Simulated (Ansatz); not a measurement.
## Ta$_{2}$N: geometry relaxation (part 1 of 2)

Ta$_{2}$N (P-31m, 9 atoms in the cell), computed with DFT PBEsol, scalar-relativistic, plane waves, PAW, no spin polarisation (Ansatz 0.2.0).

The structure derives from a Materials Project entry. Figures and captions count atoms from 1; the log counts them from 0 in places.

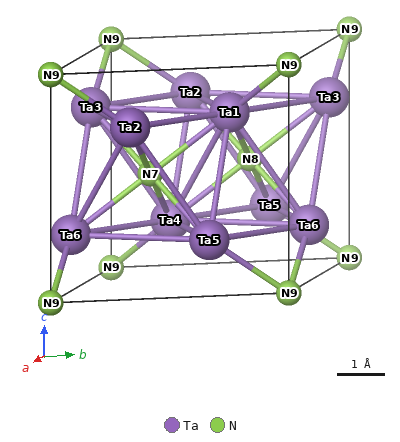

**Figure 1.** The starting structure (ball-and-stick view of the cell of the calculation, seen slightly off an axis; atoms are numbered from 1 in the order of the input). An atom can appear more than once, as a periodic image.

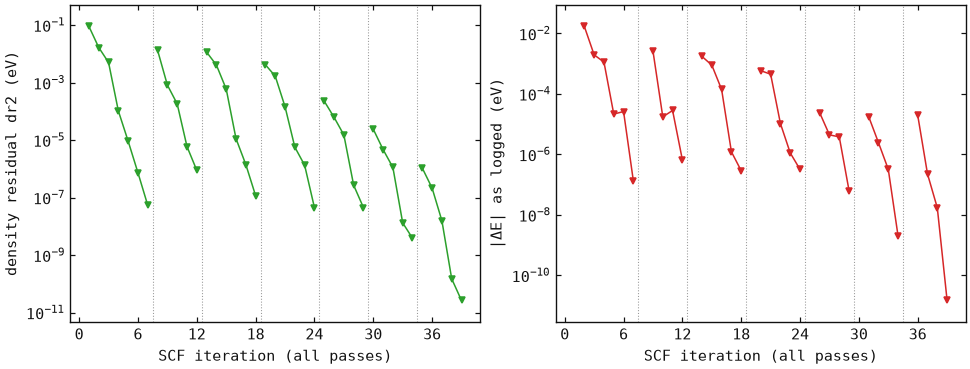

**Figure 2.** Convergence of the self-consistent field: density residual dr2 and size of the energy change against the SCF iteration. The dotted lines part the SCF passes of the relaxation: geometry steps, rejected trials and re-solves on a re-selected basis. The 7 passes take 5 to 7 iterations each, 39 in all.

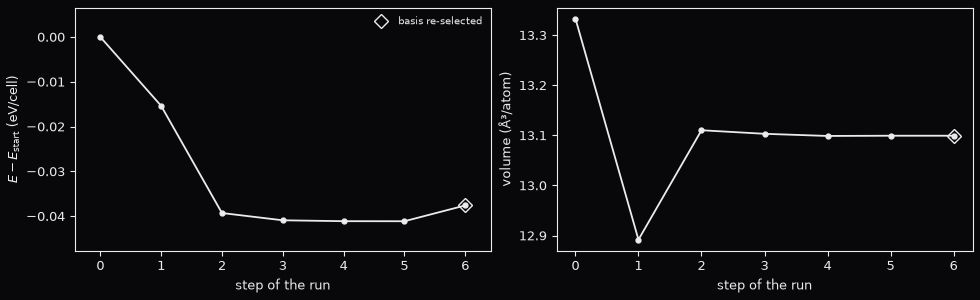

**Figure 3.** Progress of the relaxation, step by step (the first geometry is step 0 here and step 1 in the log).

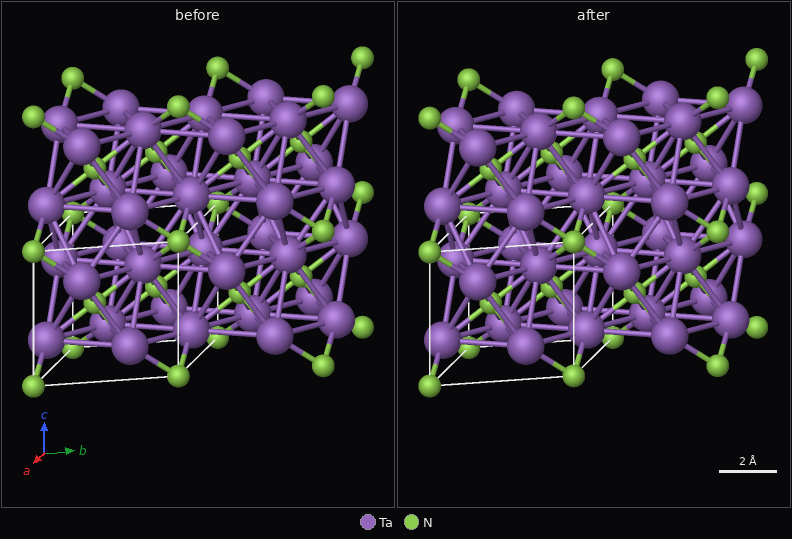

**Figure 4.** Before (left) and after (right) the relaxation, at one scale (ball-and-stick view of the cell of the calculation, repeated 1 × 2 × 2, seen slightly off an axis). The energy falls by 41.1 meV per cell of the calculation in 5 geometry steps. Largest force component: 0.13 eV/Å at the start, 0.00028 eV/Å at the end. Pressure: −5.29 GPa at the start and −0.05 GPa at the end. The largest moves relative to the cell, 0.005 Å, are those of Ta1, Ta2, Ta3, Ta4, Ta5 and Ta6. N stays in place. The volume changes by −1.8 %, with a = b 5.297 → 5.264 Å (−0.6 %), c 4.939 → 4.913 Å (−0.5 %). Distances before and after: Ta1–Ta5 3.066 → 3.041 Å, Ta1–Ta2 3.057 → 3.040 Å, Ta1–N7 2.164 → 2.150 Å, Ta1–N9 2.146 → 2.133 Å. The space group stays P-31m (No. 162). A last SCF at the same geometry on a re-selected plane-wave basis shifts the energy by +3.5 meV per cell of the calculation. (Atoms are counted from 1 in the order of the input.)

The input and output of the run follow.

Input file:
```yaml
crystal:
  lattice:
    - [5.2965720514, 0.0, 0.0]
    - [-2.6482860257, 4.5869659495, 0.0]
    - [0.0, 0.0, 4.9391825701]
  atoms:
    - { symbol: Ta, position: [0.66636167, 0.66636167, 0.75361826] }
    - { symbol: Ta, position: [0.0, 0.33363833, 0.75361826] }
    - { symbol: Ta, position: [0.33363833, 0.0, 0.75361826] }
    - { symbol: Ta, position: [0.33363833, 0.33363833, 0.24638174] }
    - { symbol: Ta, position: [0.0, 0.66636167, 0.24638174] }
    - { symbol: Ta, position: [0.66636167, 0.0, 0.24638174] }
    - { symbol: "N", position: [0.66666667, 0.33333333, 0.5] }
    - { symbol: "N", position: [0.33333333, 0.66666667, 0.5] }
    - { symbol: "N", position: [0.0, 0.0, 0.0] }
basis:
  ecutwfc: 420
kpoints:
  mp_grid: { grid: [12, 12, 8] }
hamiltonian:
  xc: pbesol
scf:
  occupations: { method: gaussian, width: 0.1 }
output:
  forces: true
  stress: true
  eigenvalues: true
relax:
  adjacent_minimum: "off"
  f_tol: 0.005
  max_steps: 80
  cell: { stress_tol: 0.05 }
```

Command:
```bash
ansatz run input.yaml --threads 2 --pin off --max-ram 6144MiB --backend cpu --events-out ev --progress --plain --runs-dir out
```

Output:
```
Engine: ansatz 0.2.0, x86_64-unknown-linux-gnu
Pseudopotentials: kind: paw
Pseudopotential: Ta, paw, valence charge 13, recommended cutoff 420 eV (normal), Ta.paw.azcp
Pseudopotential: N, paw, valence charge 5, recommended cutoff 420 eV (normal), N.paw.azcp
Functional definition: PBEsol
  exchange = pbesol_x
  correlation = pbesol_c
Crystal: 9 atoms, lattice volume = 119.998 Å³
Basis set: ecut = 420 eV, 2351 PW (Γ), exchange–correlation on 72×72×72 points (8 copies of the dense FFT grid, shifted against one another)
Bands: 56, of which v1, the nominal top of the filled ones, is band 47 counted from 1 (46 counted from 0)
Symmetry: 12 space group operations
Space group: P-31m (ITA 162), of the structure as read, at distance tolerance 4.9e-5 Å
k-points: 131 of 1152
Non-local potential: Ta, projectors of the file, l = 0: 3, l = 1: 2, l = 2: 2, l = 3: 1
Non-local potential: N, projectors of the file, l = 0: 2, l = 1: 2, l = 2: 1
PAW form: soft (Blöchl's): semilocal exchange-correlation on the pseudo side does not see the compensation charge
PAW frozen core: Ta, regenerated for the run's functional, and the local potential with it (the file was generated under x = pbe(κ = 0.804, μ = 0.2195149727645171), c = pbe(β = 0.06672455060314922))
PAW frozen core: N, regenerated for the run's functional, and the local potential with it (the file was generated under x = pbe(κ = 0.804, μ = 0.2195149727645171), c = pbe(β = 0.06672455060314922))
PAW one-centre angular grid: Ta, 590 points (default); XC on 64 Gauss nodes
PAW one-centre angular grid: N, 110 points (default); XC on 64 Gauss nodes
Initial density: superposition of atomic densities (neutral atoms: chi_scale 0, normalization atom), corrected by the library's trained network
Initial wavefunctions: pseudopotential atomic-orbital guess
Functional: x = pbesol(κ = 0.804, μ = 0.12345679012345678), c = pbesol(β = 0.046)
SCF iter   1: F=—  HF=-59983.921535 eV  |F-HF|=—  |Δ(HF+E_count)|=         —  Δρ=9.40e-3  dr2=8.96e-2  ethr=1.77e-3  ⟨swp⟩=6.4  Hψ=29108  notcnv=0
preconditioner: auto → Kerker (q_TF=auto, 2.615 Å⁻¹)  [metal: Δε(μ)=0.006 eV  Ē_g=7.873 eV  σ=0.100 eV  W_gap=0.03  n_scr=28 (ndim 8)  ℏωp=22.7 eV  f_vac=0.000  D(μ)=2.72/eV (n_scr^D=20)]
SCF iter   2: F=—  HF=-59983.904504 eV  |F-HF|=—  |Δ(HF+E_count)|=   1.70e-2  Δρ=3.83e-3  dr2=1.66e-2  ethr=9.64e-5  ⟨swp⟩=2.0  Hψ=10640  notcnv=0
SCF iter   3: F=—  HF=-59983.902555 eV  |F-HF|=—  |Δ(HF+E_count)|=   1.95e-3  Δρ=1.86e-3  dr2=5.02e-3  ethr=1.79e-5  ⟨swp⟩=1.1  Hψ=6993  notcnv=0
SCF iter   4: F=—  HF=-59983.901422 eV  |F-HF|=—  |Δ(HF+E_count)|=   1.13e-3  Δρ=2.67e-4  dr2=1.03e-4  ethr=5.40e-6  ⟨swp⟩=2.0  Hψ=8369  notcnv=0
SCF iter   5: F=—  HF=-59983.901400 eV  |F-HF|=—  |Δ(HF+E_count)|=   2.15e-5  Δρ=9.34e-5  dr2=9.15e-6  ethr=1.11e-7  ⟨swp⟩=2.0  Hψ=9920  notcnv=0
SCF iter   6: F=—  HF=-59983.901426 eV  |F-HF|=—  |Δ(HF+E_count)|=   2.60e-5  Δρ=2.54e-5  dr2=7.28e-7  ethr=9.84e-9  ⟨swp⟩=2.0  Hψ=9897  notcnv=0
SCF iter   7: F=-59983.901426 eV  HF=-59983.901426 eV  |F-HF|=3.03e-8  |Δ(HF+E_count)|=   1.31e-7  Δρ=5.98e-6  dr2=5.36e-8  ethr=1.08e-10  ⟨swp⟩=11.5  Hψ=29150  notcnv=0
SCF 1 converged in 7 iterations: F = -59983.901426 eV  dr2 = 5.36e-8
  greatest PAW one-centre occupation: 1.000 electrons in one spin orbital (limit 2), on the Ta atom at site 5 (counted from 0), in its partial waves of l = 0
relax step   1: F+E_penalty+E_count = -59983.90142610 eV  Δ(F+E_penalty+E_count) = +0.000e0 eV  max|allowed force component| = 1.345e-1 eV/Å  Δτ_max = 0.0000 Å  P = -5.294 GPa  Ω = 119.998 Å³  (7 SCF iters, dr2 threshold 1.00e-7 eV, accepted)
Crystal: 9 atoms, lattice volume = 116.026 Å³
Basis set: ecut = 420 eV, 2255 PW (Γ), exchange–correlation on 72×72×72 points (8 copies of the dense FFT grid, shifted against one another)
Initial density: handed on by an earlier stage of this run
Initial wavefunctions: those handed on with the density
iter 1 solved again at ethr=1.32e-5 eV; its pass at ethr=3.10e-3 eV (dr2=1.23e-2 eV) is discarded
SCF iter   1: F=—  HF=-59983.919406 eV  |F-HF|=—  |Δ(HF+E_count)|=         —  Δρ=3.66e-3  dr2=1.33e-2  ethr=1.32e-5  ⟨swp⟩=1.1  Hψ=35043  notcnv=0
preconditioner: auto → Kerker (q_TF=auto, 2.630 Å⁻¹)  [metal: Δε(μ)=0.020 eV  Ē_g=8.121 eV  σ=0.100 eV  W_gap=0.11  n_scr=28 (ndim 8)  ℏωp=23.1 eV  f_vac=0.000  D(μ)=2.65/eV (n_scr^D=20)]
SCF iter   2: F=—  HF=-59983.916804 eV  |F-HF|=—  |Δ(HF+E_count)|=   2.60e-3  Δρ=9.63e-4  dr2=8.18e-4  ethr=1.32e-5  ⟨swp⟩=2.0  Hψ=9874  notcnv=0
SCF iter   3: F=—  HF=-59983.916821 eV  |F-HF|=—  |Δ(HF+E_count)|=   1.74e-5  Δρ=4.40e-4  dr2=1.82e-4  ethr=8.80e-7  ⟨swp⟩=2.5  Hψ=10453  notcnv=0
SCF iter   4: F=—  HF=-59983.916793 eV  |F-HF|=—  |Δ(HF+E_count)|=   2.82e-5  Δρ=5.81e-5  dr2=5.96e-6  ethr=1.95e-7  ⟨swp⟩=2.9  Hψ=13532  notcnv=0
SCF iter   5: F=-59983.916792 eV  HF=-59983.916793 eV  |F-HF|=6.57e-7  |Δ(HF+E_count)|=   6.53e-7  Δρ=3.14e-5  dr2=8.84e-7  ethr=9.68e-10  ⟨swp⟩=8.3  Hψ=31542  notcnv=0
SCF 2 converged in 5 iterations: F = -59983.916792 eV  dr2 = 8.84e-7
relax step   2: F+E_penalty+E_count = -59983.91679185 eV  Δ(F+E_penalty+E_count) = -1.537e-2 eV  max|allowed force component| = 5.134e-2 eV/Å  Δτ_max = 0.0022 Å  P = +5.029 GPa  Ω = 116.026 Å³  energy of the carried Pulay correction = +7.385e-3 eV  (5 SCF iters, dr2 threshold 9.00e-7 eV, accepted)
Crystal: 9 atoms, lattice volume = 117.992 Å³
Basis set: ecut = 420 eV, 2315 PW (Γ), exchange–correlation on 72×72×72 points (8 copies of the dense FFT grid, shifted against one another)
iter 1 solved again at ethr=1.21e-5 eV; its pass at ethr=3.10e-3 eV (dr2=1.13e-2 eV) is discarded
SCF iter   1: F=—  HF=-59983.943481 eV  |F-HF|=—  |Δ(HF+E_count)|=         —  Δρ=2.15e-3  dr2=1.15e-2  ethr=1.21e-5  ⟨swp⟩=1.3  Hψ=35425  notcnv=0
preconditioner: auto → Kerker (q_TF=auto, 2.622 Å⁻¹)  [metal: Δε(μ)=0.006 eV  Ē_g=8.015 eV  σ=0.100 eV  W_gap=0.03  n_scr=28 (ndim 8)  ℏωp=22.9 eV  f_vac=0.000  D(μ)=2.73/eV (n_scr^D=20)]
SCF iter   2: F=—  HF=-59983.941751 eV  |F-HF|=—  |Δ(HF+E_count)|=   1.73e-3  Δρ=1.01e-3  dr2=4.07e-3  ethr=1.21e-5  ⟨swp⟩=2.0  Hψ=8669  notcnv=0
SCF iter   3: F=—  HF=-59983.940855 eV  |F-HF|=—  |Δ(HF+E_count)|=   8.95e-4  Δρ=4.22e-4  dr2=5.97e-4  ethr=4.37e-6  ⟨swp⟩=2.0  Hψ=8712  notcnv=0
SCF iter   4: F=—  HF=-59983.940715 eV  |F-HF|=—  |Δ(HF+E_count)|=   1.40e-4  Δρ=8.28e-5  dr2=1.12e-5  ethr=6.42e-7  ⟨swp⟩=2.0  Hψ=10201  notcnv=0
SCF iter   5: F=—  HF=-59983.940714 eV  |F-HF|=—  |Δ(HF+E_count)|=   1.21e-6  Δρ=3.56e-5  dr2=1.41e-6  ethr=1.21e-8  ⟨swp⟩=2.0  Hψ=10236  notcnv=0
SCF iter   6: F=-59983.940714 eV  HF=-59983.940714 eV  |F-HF|=5.49e-8  |Δ(HF+E_count)|=   2.86e-7  Δρ=9.93e-6  dr2=1.16e-7  ethr=9.68e-10  ⟨swp⟩=6.8  Hψ=29021  notcnv=0
SCF 3 converged in 6 iterations: F = -59983.940714 eV  dr2 = 1.16e-7
relax step   3: F+E_penalty+E_count = -59983.94071359 eV  Δ(F+E_penalty+E_count) = -2.392e-2 eV  max|allowed force component| = 8.598e-2 eV/Å  Δτ_max = 0.0076 Å  P = -0.184 GPa  Ω = 117.992 Å³  energy of the carried Pulay correction = +3.699e-3 eV  (6 SCF iters, dr2 threshold 9.00e-7 eV, accepted)
Crystal: 9 atoms, lattice volume = 117.928 Å³
Basis set: ecut = 420 eV, 2303 PW (Γ), exchange–correlation on 72×72×72 points (8 copies of the dense FFT grid, shifted against one another)
iter 1 solved again at ethr=4.66e-6 eV; its pass at ethr=3.10e-3 eV (dr2=4.34e-3 eV) is discarded
SCF iter   1: F=—  HF=-59983.943381 eV  |F-HF|=—  |Δ(HF+E_count)|=         —  Δρ=1.00e-3  dr2=4.16e-3  ethr=4.66e-6  ⟨swp⟩=2.5  Hψ=30637  notcnv=0
preconditioner: auto → Kerker (q_TF=auto, 2.622 Å⁻¹)  [metal: Δε(μ)=0.007 eV  Ē_g=8.013 eV  σ=0.100 eV  W_gap=0.04  n_scr=28 (ndim 8)  ℏωp=22.9 eV  f_vac=0.000  D(μ)=2.68/eV (n_scr^D=20)]
SCF iter   2: F=—  HF=-59983.942798 eV  |F-HF|=—  |Δ(HF+E_count)|=   5.83e-4  Δρ=6.12e-4  dr2=1.68e-3  ethr=4.48e-6  ⟨swp⟩=1.0  Hψ=7336  notcnv=0
SCF iter   3: F=—  HF=-59983.942350 eV  |F-HF|=—  |Δ(HF+E_count)|=   4.48e-4  Δρ=2.65e-4  dr2=1.45e-4  ethr=1.81e-6  ⟨swp⟩=2.0  Hψ=9281  notcnv=0
SCF iter   4: F=—  HF=-59983.942340 eV  |F-HF|=—  |Δ(HF+E_count)|=   1.04e-5  Δρ=6.04e-5  dr2=5.67e-6  ethr=1.56e-7  ⟨swp⟩=2.0  Hψ=10271  notcnv=0
SCF iter   5: F=—  HF=-59983.942339 eV  |F-HF|=—  |Δ(HF+E_count)|=   1.11e-6  Δρ=1.89e-5  dr2=1.33e-6  ethr=6.10e-9  ⟨swp⟩=2.0  Hψ=10280  notcnv=0
SCF iter   6: F=-59983.942338 eV  HF=-59983.942339 eV  |F-HF|=3.29e-8  |Δ(HF+E_count)|=   3.16e-7  Δρ=4.78e-6  dr2=4.46e-8  ethr=4.97e-10  ⟨swp⟩=7.2  Hψ=28885  notcnv=0
SCF 4 converged in 6 iterations: F = -59983.942338 eV  dr2 = 4.46e-8
relax step   4: F+E_penalty+E_count = -59983.94233848 eV  Δ(F+E_penalty+E_count) = -1.625e-3 eV  max|allowed force component| = 2.447e-2 eV/Å  Δτ_max = 0.0060 Å  P = -0.098 GPa  Ω = 117.928 Å³  energy of the carried Pulay correction = +3.819e-3 eV  (6 SCF iters, dr2 threshold 4.62e-7 eV, accepted)
Crystal: 9 atoms, lattice volume = 117.889 Å³
iter 1 solved again at ethr=2.45e-7 eV; its pass at ethr=3.10e-3 eV (dr2=2.28e-4 eV) is discarded
SCF iter   1: F=—  HF=-59983.942568 eV  |F-HF|=—  |Δ(HF+E_count)|=         —  Δρ=2.75e-4  dr2=2.25e-4  ethr=2.45e-7  ⟨swp⟩=2.0  Hψ=33176  notcnv=0
preconditioner: auto → Kerker (q_TF=auto, 2.623 Å⁻¹)  [metal: Δε(μ)=0.007 eV  Ē_g=8.019 eV  σ=0.100 eV  W_gap=0.04  n_scr=28 (ndim 8)  ℏωp=22.9 eV  f_vac=0.000  D(μ)=2.69/eV (n_scr^D=20)]
SCF iter   2: F=—  HF=-59983.942544 eV  |F-HF|=—  |Δ(HF+E_count)|=   2.38e-5  Δρ=1.27e-4  dr2=6.21e-5  ethr=2.42e-7  ⟨swp⟩=2.0  Hψ=8368  notcnv=0
SCF iter   3: F=—  HF=-59983.942540 eV  |F-HF|=—  |Δ(HF+E_count)|=   4.40e-6  Δρ=6.24e-5  dr2=1.51e-5  ethr=6.68e-8  ⟨swp⟩=2.0  Hψ=8731  notcnv=0
SCF iter   4: F=—  HF=-59983.942536 eV  |F-HF|=—  |Δ(HF+E_count)|=   3.78e-6  Δρ=1.60e-5  dr2=2.68e-7  ethr=1.62e-8  ⟨swp⟩=2.0  Hψ=10254  notcnv=0
SCF iter   5: F=-59983.942536 eV  HF=-59983.942536 eV  |F-HF|=3.51e-8  |Δ(HF+E_count)|=   6.26e-8  Δρ=6.31e-6  dr2=4.47e-8  ethr=1.04e-10  ⟨swp⟩=6.8  Hψ=28974  notcnv=0
SCF 5 converged in 5 iterations: F = -59983.942536 eV  dr2 = 4.47e-8
relax step   5: F+E_penalty+E_count = -59983.94253586 eV  Δ(F+E_penalty+E_count) = -1.974e-4 eV  max|allowed force component| = 1.236e-2 eV/Å  Δτ_max = 0.0011 Å  P = +0.014 GPa  Ω = 117.889 Å³  energy of the carried Pulay correction = +3.891e-3 eV  (5 SCF iters, dr2 threshold 9.65e-8 eV, accepted)
Crystal: 9 atoms, lattice volume = 117.894 Å³
iter 1 solved again at ethr=2.69e-8 eV; its pass at ethr=3.10e-3 eV (dr2=2.50e-5 eV) is discarded
```
